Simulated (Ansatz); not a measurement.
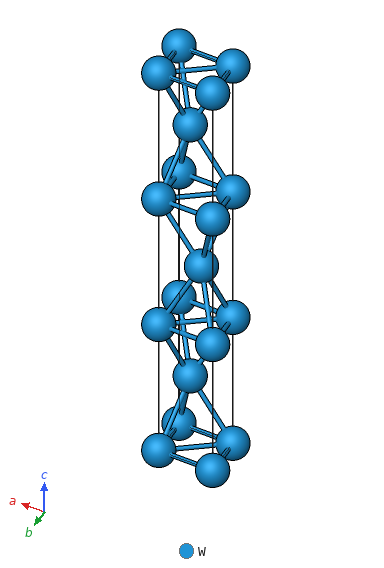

Ball-and-stick representation of a periodic structure, projected from a general direction. Lines trace the edges of the conventional unit cell.

W, space group P-6m2 (No. 187), a = 2.78 Å, b = 2.78 Å, c = 14.73 Å, α = 90.00°, β = 90.00°, γ = 120.00°.

The numbers come from DFT PBE, scalar-relativistic, plane waves, PAW (Ansatz), using plane waves to 420 eV, k-points on a 30×30×6 grid, Gaussian smearing of 0.1 eV, no spin polarisation.

### Predict the gap.

A metal: bands cross the Fermi level.

### How far is the cell from zero pressure?

The computed pressure is 0.1 GPa, close to zero.

Starting structure: a structure type filled with this element by a generator (whether the element takes this form wasn't checked). Earlier steps of the study may have refined or changed the cell and positions. A calculation with Ansatz used it as input.
